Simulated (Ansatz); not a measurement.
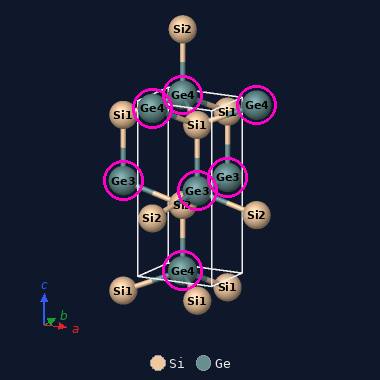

The system is SiGe (P6_3mc, No. 186; 4 atoms in the cell); the picture shows the reference structure. 
- The energy is mapped over a free internal coordinate and the cell.
- The first coordinate is: shift of Ge3 along [0 0 1] of the conventional cell, Cartesian (0 0 1), its symmetry partners moved as symmetry demands (measured in the relaxed cell); the second: volume per atom at fixed shape.
- Nothing is relaxed (all other coordinates fixed).
- The grid has 7 × 7 points.
- Points are written as (first, second).
- Energies are in meV/atom, from the lowest grid point.
- The band gap closes in part of the range.
- Computed with DFT LDA, scalar-relativistic, plane waves, PAW in Ansatz 0.2.0. Settings: cutoff 420 eV, k-mesh 12×12×6 in the order of the run's cell vectors, gaussian smearing 0.03 eV, no spin polarisation.

Its coordinates:

```xyz
4
Lattice="3.8695 0.0000 0.0000 -1.9347 3.3511 0.0000 0.0000 0.0000 6.3947" Properties=species:S:1:pos:R:3 pbc="T T T"
Si    1.9347    1.1170    5.5922
Si    0.0000    2.2341    2.3949
Ge    1.9347    1.1170    3.2005
Ge    0.0000    2.2341    0.0032
```

Range: shift of Ge3 along [0 0 1] of the conventional cell, Cartesian (0 0 1), its symmetry partners moved as symmetry demands (measured in the relaxed cell) from −0.15 to 0.15 Å; volume per atom at fixed shape from 19.07 to 22.39 Å³.

Q: What will the energy surface look like?

A: The lowest grid point is at (0.00 Å, 20.73 Å³). It is the only kind of minimum in the scanned range. The highest grid point, (0.15 Å, 19.07 Å³), lies 128 meV/atom above the lowest. Round the minimum the two coordinates are nearly uncoupled.

| second ↓, first → | −0.15 | −0.10 | −0.05 | 0.00 | 0.05 | 0.10 | 0.15 |
| --- | --- | --- | --- | --- | --- | --- | --- |
| 22.39 | 82 | 54 | 36 | 30 | 38 | 62 | 104 |
| 21.84 | 68 | 39 | 21 | 14 | 22 | 47 | 90 |
| 21.28 | 60 | 30 | 11 | 4 | 12 | 37 | 81 |
| 20.73 | 59 | 28 | 7 | 0 | 8 | 34 | 80 |
| 20.18 | 66 | 34 | 12 | 4 | 12 | 39 | 86 |
| 19.62 | 82 | 49 | 26 | 17 | 26 | 53 | 102 |
| 19.07 | 109 | 74 | 50 | 41 | 49 | 77 | 128 |

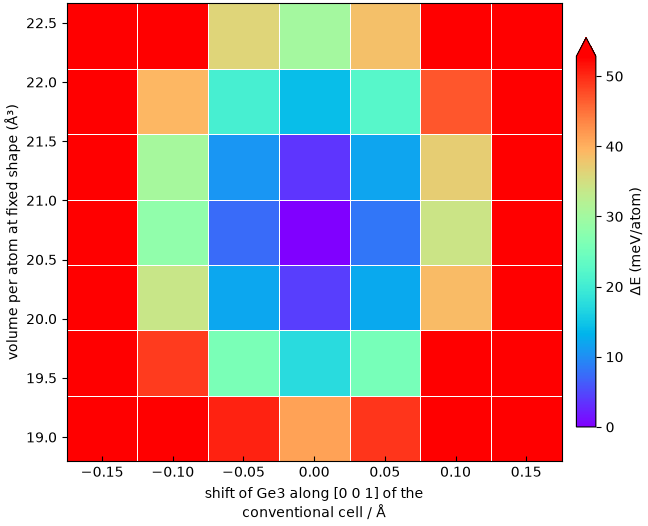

The picture shows one coloured cell a grid point, one colour for all values above the top of the scale.

The whole map (49 points run) took 22 min on 1 thread of Arm Neoverse N1, on a shared host.

PAW datasets: the set soft_1.
